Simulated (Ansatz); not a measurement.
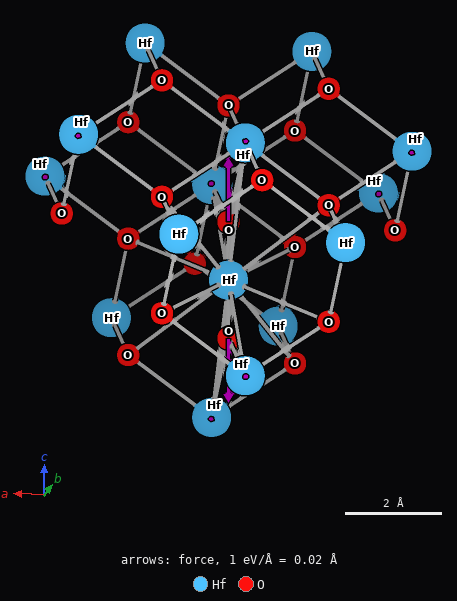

Starting geometry of a defect cell of composition Hf7O16 (started half-way along a vacancy jump, in the symmetry of that start) with the computed forces as purple arrows. A ball-and-stick model of the atoms within 4.2 Å of the atom that moves most (axes of the conventional cell (2 times the calculation's cell) (origin shifted)), seen from a free direction. Lengths and directions refer to the drawn axes.

Method: DFT PBEsol, scalar-relativistic, plane waves, PAW in Ansatz 0.2.0. Set-up: plane-wave cutoff 420 eV; k-point mesh 4 × 4 × 4; occupations gaussian; smearing width 0.05 eV; no spin polarisation; atoms relaxed in a fixed cell; force threshold 0.02 eV/Å; at most 60 steps.

### What follows when this structure is relaxed?

It isn't relaxed: the largest force vector, on O atoms, is 72.36 eV/Å. The final displacements follow the starting forces only in part (cosine between the two patterns 0.76). The largest moves, 0.77 Å, are those of O atoms. Largest moves by element: O 0.77 Å, Hf 0.29 Å. The lattice vectors keep their values. Near-neighbour distances that change, for instance: Hf–O 1.261 → 2.031 Å, Hf–Hf 3.567 → 3.141 Å, Hf–Hf 3.567 → 3.220 Å, Hf–Hf 3.089 → 3.379 Å. Bond angles that change, for instance: Hf–O–Hf 109.5° → 139.4°, Hf–O–Hf 109.5° → 136.7°, Hf–O–Hf 125.3° → 110.3°. The energy falls by 32.702 eV per cell of the calculation in 12 geometry steps. Largest force component: 72 eV/Å at the start, 0.0054 eV/Å at the end.

Limits of the set-up: the periodic images lie only 7.1 Å apart, so the values are limited by the cell's size.
